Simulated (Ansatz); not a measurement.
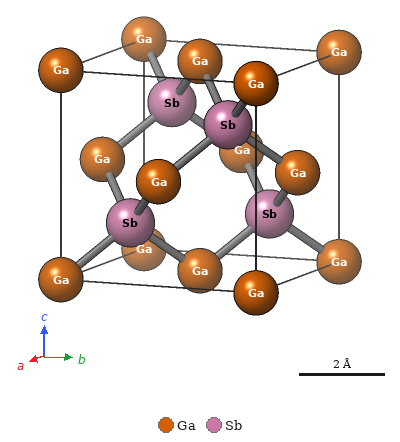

The structure as given in the input (ball-and-stick view of the cell 4 times as large as that of the calculation, set on its symmetry axes, seen slightly off an axis). An atom can appear more than once, as a periodic image. Near neighbours in the periodic cell (some may lie outside the picture): Ga has 4 Sb at 2.17 Å; Sb has 4 Ga at 2.17 Å.

**Run report: GaSb, band-structure calculation**

- system: GaSb (F-43m, 2 atoms in the cell)
- method: DFT, PBEsol, PAW with Ansatz's default frozen-core files, scalar-relativistic, no spin polarisation (Ansatz 0.2.0)

Its volume is 0.55 times that of the source entry. It belongs to a series of runs on one base structure; here: volume scaled by 0.55, PAW files.

Log:
```
Engine: ansatz 0.2.0, aarch64-unknown-linux-gnu
Pseudopotentials: kind: paw
Pseudopotential: Ga, paw, valence charge 13, recommended cutoff 420 eV (normal), Ga.paw.azcp
Pseudopotential: Sb, paw, valence charge 15, recommended cutoff 420 eV (normal), Sb.paw.azcp
Functional definition: PBEsol
  exchange = pbesol_x
  correlation = pbesol_c
Crystal: 2 atoms, lattice volume = 31.384 Å³
Basis set: ecut = 420 eV, 609 PW (Γ), exchange–correlation on 48×48×48 points (8 copies of the dense FFT grid, shifted against one another)
Bands: 18, of which v1, the nominal top of the filled ones, is band 14 counted from 1 (13 counted from 0)
Symmetry: 24 space group operations
Space group: F-43m (ITA 216), of the structure as read, at distance tolerance 3.2e-5 Å
k-points: 56 of 1331 (time reversal used)
Non-local potential: Ga, projectors of the file, l = 0: 2, l = 1: 2, l = 2: 3, l = 3: 1
Non-local potential: Sb, projectors of the file, l = 0: 2, l = 1: 2, l = 2: 2, l = 3: 2
PAW form: soft (Blöchl's): semilocal exchange-correlation on the pseudo side does not see the compensation charge
PAW frozen core: Ga, regenerated for the run's functional, and the local potential with it (the file was generated under x = pbe(κ = 0.804, μ = 0.2195149727645171), c = pbe(β = 0.06672455060314922))
PAW frozen core: Sb, regenerated for the run's functional, and the local potential with it (the file was generated under x = pbe(κ = 0.804, μ = 0.2195149727645171), c = pbe(β = 0.06672455060314922))
PAW one-centre angular grid: Ga, 590 points (default); XC on 64 Gauss nodes
PAW one-centre angular grid: Sb, 590 points (default); XC on 64 Gauss nodes
Initial density: superposition of atomic densities (neutral atoms: chi_scale 0, normalization atom), corrected by the library's trained network
Initial wavefunctions: pseudopotential atomic-orbital guess
Functional: x = pbesol(κ = 0.804, μ = 0.12345679012345678), c = pbesol(β = 0.046)
SCF iter   1: F=—  HF=-10145.910044 eV  |F-HF|=—  |Δ(HF+E_count)|=         —  Δρ=5.11e-3  dr2=6.71e-3  ethr=1.77e-3  ⟨swp⟩=5.8  Hψ=4968  notcnv=0
preconditioner: auto → none  [insulator: Δε(μ)=0.118 eV  Ē_g=24.285 eV  σ=0.050 eV  W_gap=0.53  n_scr=14 (ndim 8)  ℏωp=35.1 eV  f_vac=0.000  D(μ)=0.31/eV (n_scr^D=0)  ε∞_Penn≈3.1]
SCF iter   2: F=—  HF=-10145.905889 eV  |F-HF|=—  |Δ(HF+E_count)|=   4.15e-3  Δρ=1.07e-3  dr2=1.40e-4  ethr=2.40e-5  ⟨swp⟩=2.0  Hψ=2461  notcnv=0
SCF iter   3: F=—  HF=-10145.905938 eV  |F-HF|=—  |Δ(HF+E_count)|=   4.84e-5  Δρ=5.05e-4  dr2=3.14e-5  ethr=4.98e-7  ⟨swp⟩=2.0  Hψ=1321  notcnv=0
SCF iter   4: F=—  HF=-10145.905957 eV  |F-HF|=—  |Δ(HF+E_count)|=   1.96e-5  Δρ=1.90e-4  dr2=6.01e-6  ethr=1.12e-7  ⟨swp⟩=2.0  Hψ=1511  notcnv=0
SCF iter   5: F=—  HF=-10145.905954 eV  |F-HF|=—  |Δ(HF+E_count)|=   2.68e-6  Δρ=3.16e-5  dr2=1.11e-7  ethr=2.15e-8  ⟨swp⟩=2.0  Hψ=1508  notcnv=0
SCF iter   6: F=-10145.905955 eV  HF=-10145.905955 eV  |F-HF|=1.19e-9  |Δ(HF+E_count)|=   6.85e-8  Δρ=3.72e-6  dr2=1.57e-9  ethr=3.57e-10  ⟨swp⟩=9.0  Hψ=6822  notcnv=0
SCF 1 converged in 6 iterations: F = -10145.905955 eV  dr2 = 1.57e-9
  greatest PAW one-centre occupation: 0.998 electrons in one spin orbital (limit 2), on the Sb atom at site 1 (counted from 0), in its partial waves of l = 2
NSCF: frozen V_eff on 57 k-points
SCF converged after 6 iterations
Free energy (F): -10145.905955 eV
Harris-Foulkes:  -10145.905955 eV  (|F-HF|=1.19e-9)
Internal energy: -10145.903396 eV  (E = F + TS)
E sigma→0 (E₀):  -10145.904675 eV
Entropy (-TS):   -0.002559 eV (-1.279 meV/atom)
Fermi energy:    18.083007 eV
--- Per-component energies (eV) ---
  E_band       = -32.370149
  E_kinetic    = 348.054271
  E_local      = -3048.297262  (includes V_loc(G=0)·N_el)
  E_nonlocal   = 791.663602
  E_hartree    = 1472.050100
  E_xc         = -218.324993
  E_vxc        = -170.572077  (∫ρ·V_xc dr)
  E_paw        = -6445.018917  (= ΣΔE_a)
  E_vpaw       = -897.316843  (= ΣTr[D̂ρ^β])
  E_aug_tail   = -0.000141  (compensation charges beyond the density's cutoff)
  E_ewald      = -3047.224892
  E_core_change = 1.194835  (= ΣΔE_core)
  E_smearing   = -0.002559  (= −TS)
  E_closure    = 0.000000  (closes the sum)
  Σ components = -10145.905955   (vs F -10145.905955, Δ=0.00e0)
--- Forces (eV/Å), atoms counted from 1 ---
  atom   1  Ga     0.00000000    -0.00000000     0.00000000
  atom   2  Sb    -0.00000000     0.00000000     0.00000000
  max |Σ_I F_I| component: 1.47e-17 eV/Å
--- Stress (GPa, compression-positive) ---
      120.962077       0.000000       0.000000
        0.000000     120.962077       0.000000
        0.000000       0.000000     120.962077
  P = ⅓ Tr σ = 120.9621 GPa (1209.621 kbar)
--- Band table (eV; the first three rows and the last of 56) ---
  k-point 0: bands = ["-12.4958", "-12.4958", "-12.4958", "-12.3484", "-12.3484", "0.6601", "0.6601", "0.6601", "0.9076", "0.9076", "0.9154", "18.6100", "18.6100", "18.6100", "20.7162", "20.7162", "20.7162", "23.0771"]
  k-point 1: bands = ["-12.4957", "-12.4935", "-12.4935", "-12.3476", "-12.3476", "0.5933", "0.6665", "0.6665", "0.9055", "0.9055", "1.1291", "16.8261", "18.1502", "18.1502", "21.1231", "21.2434", "21.2434", "23.8383"]
  k-point 2: bands = ["-12.4954", "-12.4877", "-12.4877", "-12.3452", "-12.3452", "0.5174", "0.6832", "0.6832", "0.9006", "0.9006", "1.6469", "14.1904", "17.3865", "17.3865", "20.9707", "22.0200", "22.0200", "24.7961"]
  k-point 55: bands = ["-12.4924", "-12.4781", "-12.4372", "-12.3553", "-12.3192", "0.3913", "0.7396", "0.8013", "0.8591", "0.8962", "6.7212", "8.3680", "10.8432", "12.0324", "21.5218", "23.3022", "24.3924", "24.5247"]
--- Löwdin populations: 2 sites ---
  site symbol       q [e]
     0     Ga     13.5619
     1     Sb     14.3730
  spilling = 0.002329 (of n_electrons = 28.000000)
```

File populations.tsv:
```
# site	symbol	l	j	q
# orbitals = lowdin
# n_electrons = 28.000000
# spilling = 0.002329
0	Ga	0_4S	-	1.026804
0	Ga	1_4P	-	2.580936
0	Ga	2_3D	-	9.954111
1	Sb	0_5S	-	1.093657
1	Sb	1_5P	-	3.307110
1	Sb	2_4D	-	9.972183
```

File v_z.tsv:
```
# z_ang	v_es[eV]	v_tot[eV]
# format = ansatz-planar-average/11
# xc	pbesol
# density_cutoff_ev	1680
# datasets	Ga=:simpson_from_first_knot:soft:shift=-1252651	Sb=:simpson_from_first_knot:soft:shift=-1269804
# lattice	0.000000000	2.503556158	2.503556158
# lattice	2.503556158	0.000000000	2.503556158
# lattice	2.503556158	2.503556158	0.000000000
# sites	2
# site	31	0.000000000	0.000000000	0.000000000
# site	51	1.251778079	1.251778079	1.251778079
0.000000	5.260216e0	-8.046566e0
0.147523	4.064640e0	-9.689041e0
0.295047	3.309063e0	-1.078948e1
0.442570	3.019015e0	-1.128013e1
0.590094	3.183248e0	-1.114528e1
0.737617	3.779287e0	-1.040874e1
0.885141	4.749209e0	-9.153741e0
1.032664	5.946316e0	-7.538179e0
1.180188	7.160627e0	-5.769755e0
1.327711	8.307821e0	-3.956956e0
1.475235	9.505759e0	-2.029530e0
1.622758	1.084536e1	3.122503e-2
1.770282	1.230917e1	2.113099e0
1.917805	1.378052e1	4.039686e0
2.065328	1.503040e1	5.582990e0
2.212852	1.580339e1	6.503572e0
2.360375	1.591038e1	6.613805e0
2.507899	1.532429e1	5.888060e0
2.655422	1.425025e1	4.522435e0
2.802946	1.295137e1	2.754674e0
2.950469	1.157795e1	7.584575e-1
3.097993	1.010596e1	-1.401791e0
3.245516	8.479849e0	-3.698152e0
3.393040	6.795084e0	-5.987181e0
```

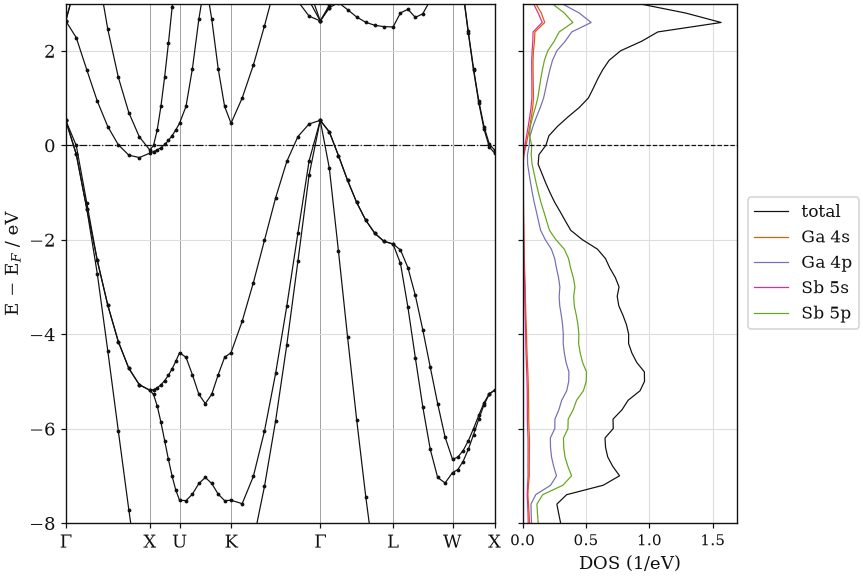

Band structure along Γ–X–U–K–Γ–L–W–X and density of states (projected on Löwdin-orthogonalised atomic shells), with energies from the Fermi level. Bands cross the Fermi level: a metal at this level of theory.

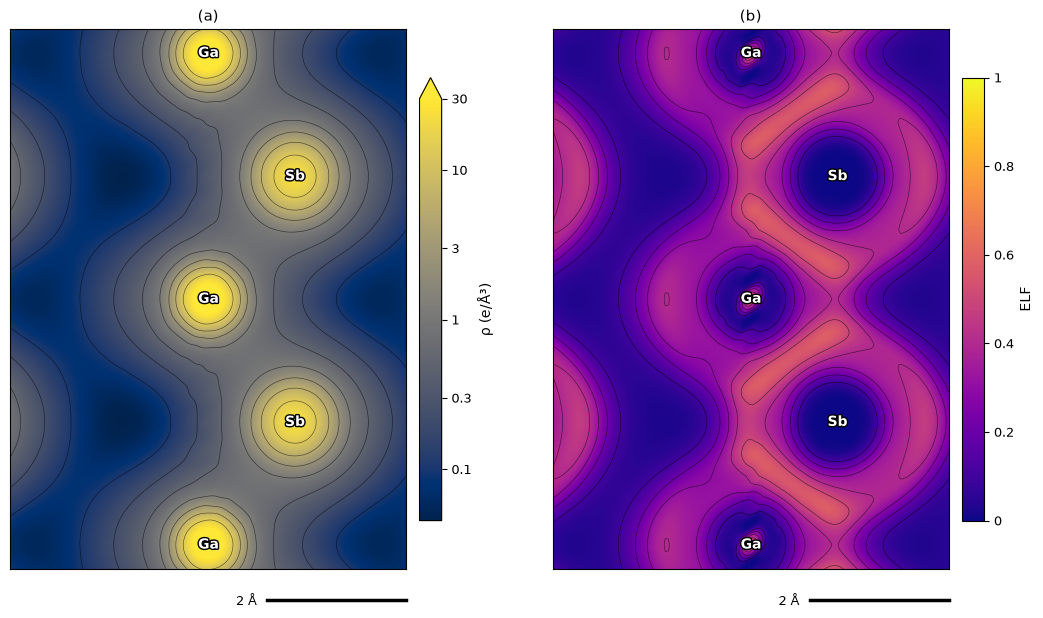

(a) valence pseudo-density; (b) electron localisation function on the (110) plane of the conventional cell. The section cuts through Ga and Sb sites. Ga–Sb (2.17 Å): the density is about 0.84 e/Å³ at the midpoint; the ELF is about 0.55 at the midpoint, as expected for metallic bonding. Away from the nuclei the density in this plane falls to 0.05 e/Å³ at its lowest. The strong features right at Ga lie inside the PAW spheres (semicore, d or f shells) and say nothing about bonding. In a PAW calculation such maps are meaningful between the atoms, not at the nuclei.

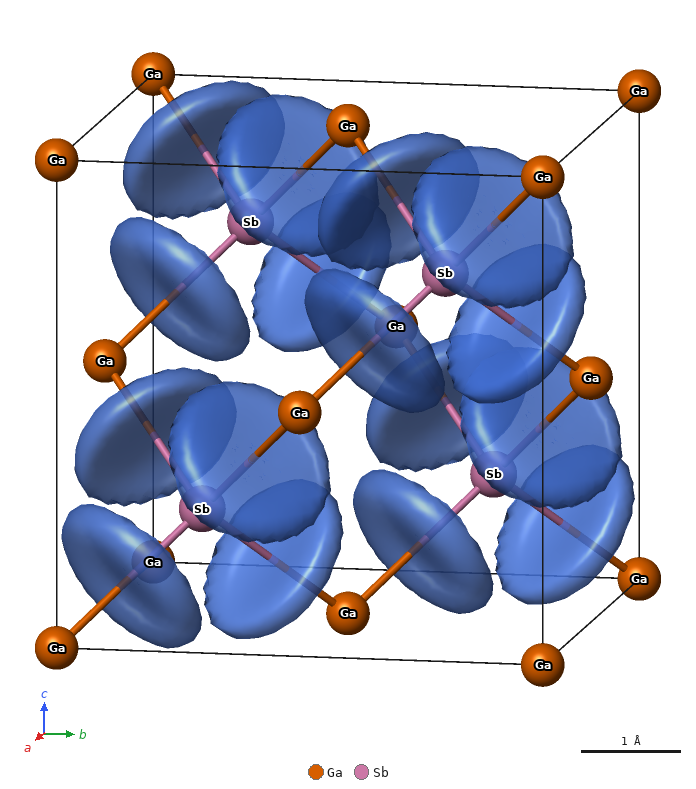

Isosurface of the ELF at 0.5 (blue), seen slightly off an axis. Only the valence region is drawn (cores and ρ < 0.01 e/Å³ removed). Sticks mark near contacts. The outline is the cell set on symmetry axes. The ELF exceeds this value in 16 regions between bonded Ga–Sb atoms (shared pairs), counted in one cell of 8 atoms. Along the contacts the grid gives the following. Ga–Sb (2.17 Å): the ELF is about 0.55 at the midpoint, which marks nearly free electrons, as in a simple metal.

The run was set up as follows.

Input:
```yaml
crystal:
  lattice:
    - [0.0, 2.503556158, 2.503556158]
    - [2.503556158, 0.0, 2.503556158]
    - [2.503556158, 2.503556158, 0.0]
  atoms:
    - { symbol: Ga, position: [0.0, 0.0, 0.0] }
    - { symbol: Sb, position: [0.25, 0.25, 0.25] }
kpoints:
  mp_grid: { grid: [11, 11, 11] }
  band_path:
    path:
      - [0.0, 0.0, 0.0]
      - [-0.5, -0.5, 0.0]
      - [-0.375, -0.375, 0.25]
      - [-0.375, 0.0, 0.375]
      - [0.0, 0.0, 0.0]
      - [0.0, 0.0, 0.5]
      - [-0.5, -0.25, 0.25]
      - [-0.5, -0.5, 0.0]
    npoints: 8
scf:
  occupations: { method: fermi_dirac, width: 0.05 }
hamiltonian:
  xc: pbesol
  pseudopotentials: { kind: paw }
output:
  forces: true
  stress: true
  eigenvalues: true
  populations: true
  dos: { projected: true, de: 0.2, e_range: [-14, 8] }
  write_density: true
  write_potential: true
  elf: true
  volumetric_format: npy
```

Launched with:
```bash
ansatz run input.yaml --threads 1 --pin off --max-ram 2048MiB --backend cpu --events-out ev --progress --plain --runs-dir out
```

Key numbers:

| quantity | value |
| --- | --- |
| outcome | converged |
| space group (tolerance 0.01 Å) | F-43m (216) |
| electrons treated | 28 |
| free energy | −10145.9060 eV |
| Fermi energy | 18.083 eV |
| pressure | 120.96 GPa |
| electronic character | metal |
| largest force (length of the vector) | under 0.001 eV/Å |
| hardware | 1 thread of Arm Neoverse V1, 112 GiB of memory available, shared host |
| wall time | 6.1 s |
| peak memory | 0.33 GiB |

The cell is under a pressure of 121 GPa at this level, so it is not at its equilibrium volume.
